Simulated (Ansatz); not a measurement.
## Two runs on Al3N

System: Al3N (Aem2, 8 atoms in the cell).
Method of run 1: DFT, PBE, plane waves, PAW, no spin polarisation (Ansatz 0.2.0).

The structure was built on a prototype by a generator; it need not be a known phase. Text and figures count atoms from 1; the logs count them from 0 in places.

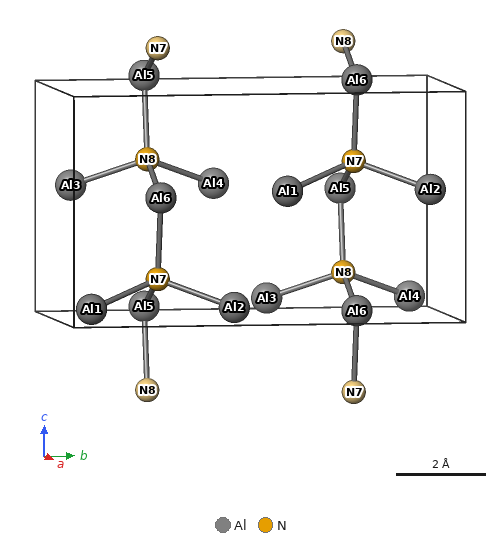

Figure 1. The starting structure (ball-and-stick view of the cell 2 times as large as that of the calculation, set on its symmetry axes, seen at an oblique angle; neighbours outside the cell are drawn fainter; atoms are numbered from 1 in the order of the input). Near neighbours in the crystal (not all of them lie inside the picture): Al has 1 N at 1.87 Å; Al has 2 N at 1.91 to 1.92 Å; N has 4 Al at 1.87 to 1.92 Å.

### Input, run 1
```yaml
crystal:
  lattice:
    - [5.009081095, 0.0, 0.0]
    - [0.0, 4.5030968778, 2.6186201494]
    - [0.0, -4.5030968778, 2.6186201494]
  atoms:
    - { symbol: Al, position: [0.7684642013, 0.1294771131, 0.9936543214] }
    - { symbol: Al, position: [0.7684642013, 0.4936543214, 0.6294771131] }
    - { symbol: Al, position: [0.2315357987, 0.6294771131, 0.4936543214] }
    - { symbol: Al, position: [0.2315357987, 0.9936543214, 0.1294771131] }
    - { symbol: Al, position: [0.2839579769, 0.2864879718, 0.7864879718] }
    - { symbol: Al, position: [0.7160420231, 0.7864879718, 0.2864879718] }
    - { symbol: "N", position: [0.6348983205, 0.4290328773, 0.9290328773] }
    - { symbol: "N", position: [0.3651016795, 0.9290328773, 0.4290328773] }
kpoints:
  mp_grid: { grid: [8, 8, 8] }
hamiltonian:
  xc: pbe
scf:
  occupations: { method: gaussian, width: 0.1 }
output:
  forces: true
  eigenvalues: true
  stress: true
relax:
  adjacent_minimum: "off"
  f_tol: 0.1
  max_steps: 80
  cell: { stress_tol: 0.05 }
  max_displacement: 0.1
accuracy: medium
```

Launched with:
```bash
ansatz run input.yaml --threads 1 --pin off --max-ram 2560MiB --backend cpu --events-out ev --progress --plain --runs-dir out
```

Hardware: 1 thread of Intel Xeon (Granite Rapids), 192 GiB of memory available, shared host.

### Output, shortened to warnings, some set-up lines, iterations and results (run 1)
```
Basis set: ecut = 420 eV, 2311 PW (Γ), exchange–correlation on 72×72×72 points (8 copies of the dense FFT grid, shifted against one another)
Symmetry: 4 space group operations
k-points: 105 of 512 (time reversal used)
Initial density: superposition of atomic densities (neutral atoms: chi_scale 0, normalization atom), corrected by the library's trained network
[...]
SCF iter   1: F=—  HF=-3994.931567 eV  |F-HF|=—  |Δ(HF+E_count)|=         —  Δρ=4.64e-3  dr2=4.32e-2  ethr=1.77e-3  ⟨swp⟩=7.5  Hψ=14482  notcnv=0
SCF iter   2: F=—  HF=-3994.924833 eV  |F-HF|=—  |Δ(HF+E_count)|=   6.73e-3  Δρ=2.61e-3  dr2=1.34e-2  ethr=1.54e-4  ⟨swp⟩=1.0  Hψ=3150  notcnv=0
SCF iter   3: F=—  HF=-3994.921769 eV  |F-HF|=—  |Δ(HF+E_count)|=   3.06e-3  Δρ=1.02e-3  dr2=2.41e-3  ethr=4.80e-5  ⟨swp⟩=2.2  Hψ=3534  notcnv=0
SCF iter   4: F=—  HF=-3994.921218 eV  |F-HF|=—  |Δ(HF+E_count)|=   5.51e-4  Δρ=2.58e-4  dr2=8.93e-5  ethr=8.59e-6  ⟨swp⟩=2.5  Hψ=3289  notcnv=0
SCF iter   5: F=—  HF=-3994.921265 eV  |F-HF|=—  |Δ(HF+E_count)|=   4.69e-5  Δρ=5.39e-5  dr2=6.20e-6  ethr=3.19e-7  ⟨swp⟩=2.6  Hψ=3606  notcnv=0
[... 56 lines ...]
SCF iter   2: F=—  HF=-3994.945485 eV  |F-HF|=—  |Δ(HF+E_count)|=   3.87e-5  Δρ=1.85e-6  dr2=1.33e-9  ethr=3.22e-11  ⟨swp⟩=3.4  Hψ=5160  notcnv=0
SCF iter   3: F=—  HF=-3994.945485 eV  |F-HF|=—  |Δ(HF+E_count)|=   1.09e-9  Δρ=1.20e-6  dr2=5.53e-10  ethr=4.73e-12  ⟨swp⟩=1.0  Hψ=2310  notcnv=0
SCF iter   4: F=-3994.945485 eV  HF=-3994.945485 eV  |F-HF|=3.55e-11  |Δ(HF+E_count)|=  8.44e-10  Δρ=2.24e-7  dr2=5.33e-11  ethr=1.00e-12  ⟨swp⟩=2.9  Hψ=9522  notcnv=0
SCF 9 converged in 4 iterations: F = -3994.945485 eV  dr2 = 5.33e-11
relax step   9: F+E_penalty+E_count = -3994.94548467 eV  Δ(F+E_penalty+E_count) = -9.566e-5 eV  max|allowed force component| = 3.958e-3 eV/Å  Δτ_max = 0.0000 Å  P = -0.002 …
basis re-selected at this cell: Δ(F+E_penalty+E_count) = -9.566e-5 eV, ΔP = +0.000 GPa vs the last step (what re-selecting the basis moved, of the pressure what is left beyond the Pulay correction that the steps carried, after the strain that the cell walked since its last selection, with what the …
SCF converged after 4 iterations
Free energy (F): -3994.945485 eV
Harris-Foulkes:  -3994.945485 eV  (|F-HF|=3.55e-11)
Internal energy: -3994.936649 eV  (E = F + TS)
E sigma→0 (E₀):  -3994.941067 eV
Entropy (-TS):   -0.008835 eV (-1.104 meV/atom)
Fermi energy:    7.602377 eV
--- Per-component energies (eV) ---
  E_band       = 40.822298
  E_kinetic    = 403.249631
  E_local      = -630.242390  (includes V_loc(G=0)·N_el)
  E_nonlocal   = 152.501075
  E_hartree    = 251.381290
  E_xc         = -358.907356
  E_vxc        = -326.976053  (∫ρ·V_xc dr)
  E_paw        = -3058.904998  (= ΣΔE_a)
  E_vpaw       = -60.472907  (= ΣTr[D̂ρ^β])
  E_aug_tail   = 0.000183  (compensation charges beyond the density's cutoff)
  E_ewald      = -754.014085
  E_smearing   = -0.008835  (= −TS)
  E_closure    = -0.000000  (closes the sum)
  Σ components = -3994.945485   (vs F -3994.945485, Δ=0.00e0)
--- Forces (eV/Å), atoms counted from 1 ---
  atom   1  Al     0.00037771    -0.00047678     0.00013498
  atom   2  Al     0.00037771     0.00047678     0.00013498
  atom   3  Al    -0.00037771    -0.00047678     0.00013498
  atom   4  Al    -0.00037771     0.00047678     0.00013498
  atom   5  Al     0.00092704     0.00000000     0.00368863
  atom   6  Al    -0.00092704     0.00000000     0.00368863
  atom   7  N     -0.00045278    -0.00000000    -0.00395832
  atom   8  N      0.00045278    -0.00000000    -0.00395832
  max |Σ_I F_I| component: 5.45e-7 eV/Å
--- Stress (GPa, compression-positive) ---
       -0.014988      -0.000000       0.000000
       -0.000000       0.015067      -0.000000
        0.000000      -0.000000      -0.005848
  P = ⅓ Tr σ = -0.0019 GPa (-0.019 kbar)
--- Relaxed structure (7 steps of the walk, 7 accepted, 2 SCFs on fresh bases) ---
  F+E_penalty+E_count = -3994.94548467 eV   max|allowed force component| = 3.958e-3 eV/Å   (the final SCF, on the basis selected at the relaxed cell)
  cell:  # Å, volume = 118.4769 Å³
    - [5.080614570488835, -5.14162252477681e-18, -1.4155995856365955e-32]
[...]
```

For run 2 the input was changed thus:
```diff
+basis:
+  ecutwfc: 420
-  f_tol: 0.1
+  f_tol: 0.01
-  max_displacement: 0.1
-accuracy: medium
```

Predict how the results change.

The energy doesn't change within 0.01 meV per atom. The SCF takes 41 iterations over all geometry steps against 48.

### Output, shortened to warnings, some set-up lines, iterations and results (run 2)
```
Basis set: ecut = 420 eV, 2311 PW (Γ), exchange–correlation on 72×72×72 points (8 copies of the dense FFT grid, shifted against one another)
Symmetry: 4 space group operations
k-points: 105 of 512 (time reversal used)
Initial density: superposition of atomic densities (neutral atoms: chi_scale 0, normalization atom), corrected by the library's trained network
[...]
SCF iter   1: F=—  HF=-3994.931567 eV  |F-HF|=—  |Δ(HF+E_count)|=         —  Δρ=4.64e-3  dr2=4.32e-2  ethr=1.77e-3  ⟨swp⟩=7.5  Hψ=14482  notcnv=0
SCF iter   2: F=—  HF=-3994.924833 eV  |F-HF|=—  |Δ(HF+E_count)|=   6.73e-3  Δρ=2.61e-3  dr2=1.34e-2  ethr=1.54e-4  ⟨swp⟩=1.0  Hψ=3150  notcnv=0
SCF iter   3: F=—  HF=-3994.921769 eV  |F-HF|=—  |Δ(HF+E_count)|=   3.06e-3  Δρ=1.02e-3  dr2=2.41e-3  ethr=4.80e-5  ⟨swp⟩=2.2  Hψ=3534  notcnv=0
SCF iter   4: F=—  HF=-3994.921218 eV  |F-HF|=—  |Δ(HF+E_count)|=   5.51e-4  Δρ=2.58e-4  dr2=8.93e-5  ethr=8.59e-6  ⟨swp⟩=2.5  Hψ=3289  notcnv=0
SCF iter   5: F=—  HF=-3994.921265 eV  |F-HF|=—  |Δ(HF+E_count)|=   4.69e-5  Δρ=5.39e-5  dr2=6.20e-6  ethr=3.19e-7  ⟨swp⟩=2.6  Hψ=3606  notcnv=0
[... 47 lines ...]
SCF iter   4: F=—  HF=-3994.945476 eV  |F-HF|=—  |Δ(HF+E_count)|=   7.23e-9  Δρ=7.41e-7  dr2=3.55e-10  ethr=5.39e-11  ⟨swp⟩=2.0  Hψ=3578  notcnv=0
SCF iter   5: F=—  HF=-3994.945476 eV  |F-HF|=—  |Δ(HF+E_count)|=  2.26e-10  Δρ=2.88e-7  dr2=8.53e-11  ethr=1.00e-12  ⟨swp⟩=4.8  Hψ=7714  notcnv=0
SCF iter   6: F=-3994.945476 eV  HF=-3994.945476 eV  |F-HF|=4.55e-13  |Δ(HF+E_count)|=  1.41e-11  Δρ=4.69e-8  dr2=3.47e-12  ethr=1.00e-12  ⟨swp⟩=3.5  Hψ=5762  notcnv=0
SCF 8 converged in 6 iterations: F = -3994.945476 eV  dr2 = 3.47e-12
relax step   8: F+E_penalty+E_count = -3994.94547607 eV  Δ(F+E_penalty+E_count) = -8.456e-4 eV  max|allowed force component| = 1.464e-3 eV/Å  Δτ_max = 0.0000 Å  P = +0.013 …
basis re-selected at this cell: Δ(F+E_penalty+E_count) = -8.456e-4 eV, ΔP = +0.012 GPa vs the last step (what re-selecting the basis moved, of the pressure what is left beyond the Pulay correction that the steps carried, after the strain that the cell walked since its last selection, with what the …
SCF converged after 6 iterations
Free energy (F): -3994.945476 eV
Harris-Foulkes:  -3994.945476 eV  (|F-HF|=4.55e-13)
Internal energy: -3994.936633 eV  (E = F + TS)
E sigma→0 (E₀):  -3994.941054 eV
Entropy (-TS):   -0.008844 eV (-1.105 meV/atom)
Fermi energy:    7.605248 eV
--- Per-component energies (eV) ---
  E_band       = 40.901109
  E_kinetic    = 403.272450
  E_local      = -630.031044  (includes V_loc(G=0)·N_el)
  E_nonlocal   = 152.502933
  E_hartree    = 251.310381
  E_xc         = -358.917420
  E_vxc        = -326.989352  (∫ρ·V_xc dr)
  E_paw        = -3058.907176  (= ΣΔE_a)
  E_vpaw       = -60.474798  (= ΣTr[D̂ρ^β])
  E_aug_tail   = 0.000183  (compensation charges beyond the density's cutoff)
  E_ewald      = -754.166939
  E_smearing   = -0.008844  (= −TS)
  E_closure    = -0.000000  (closes the sum)
  Σ components = -3994.945476   (vs F -3994.945476, Δ=0.00e0)
--- Forces (eV/Å), atoms counted from 1 ---
  atom   1  Al    -0.00021112     0.00036268    -0.00045567
  atom   2  Al    -0.00021112    -0.00036268    -0.00045567
  atom   3  Al     0.00021112     0.00036268    -0.00045567
  atom   4  Al     0.00021112    -0.00036268    -0.00045567
  atom   5  Al     0.00025907     0.00000000    -0.00047367
  atom   6  Al    -0.00025907     0.00000000    -0.00047367
  atom   7  N      0.00146358     0.00000000     0.00138514
  atom   8  N     -0.00146358    -0.00000000     0.00138514
  max |Σ_I F_I| component: 2.44e-7 eV/Å
--- Stress (GPa, compression-positive) ---
        0.047801      -0.000000       0.000000
       -0.000000       0.029661      -0.000000
        0.000000      -0.000000      -0.039509
  P = ⅓ Tr σ = 0.0127 GPa (0.127 kbar)
--- Relaxed structure (7 steps of the walk, 7 accepted, 1 SCFs on fresh bases) ---
  F+E_penalty+E_count = -3994.94547607 eV   max|allowed force component| = 1.464e-3 eV/Å   (the final SCF, on the basis selected at the relaxed cell)
  cell:  # Å, volume = 118.4421 Å³
    - [5.077188613683991, -4.970692052969626e-18, -1.5139051124169148e-32]
[...]
```

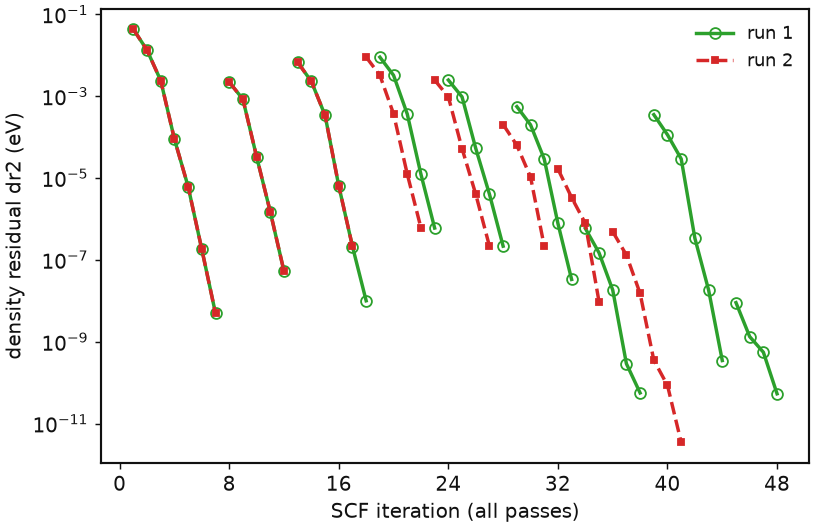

Figure 2. Convergence of the two runs: density residual dr2 against the SCF iteration. A break in a curve parts two SCF passes. Run 1 takes 48 iterations in all, and run 2 takes 41.

### The two runs side by side

```tsv
quantity	run 1	run 2
outcome	converged	converged
free energy per atom (eV)	−499.3682	−499.3682
energy per atom, smearing taken to zero (eV)	−499.3676	−499.3676
gap on the mesh (eV)	0.00	0.00
pressure (GPa)	0.00	0.01
largest force (eV/Å)	0.004	0.002
SCF iterations	48	41
irreducible k-points	105	105
wall time (shared host)	1.7 min	89 s
```
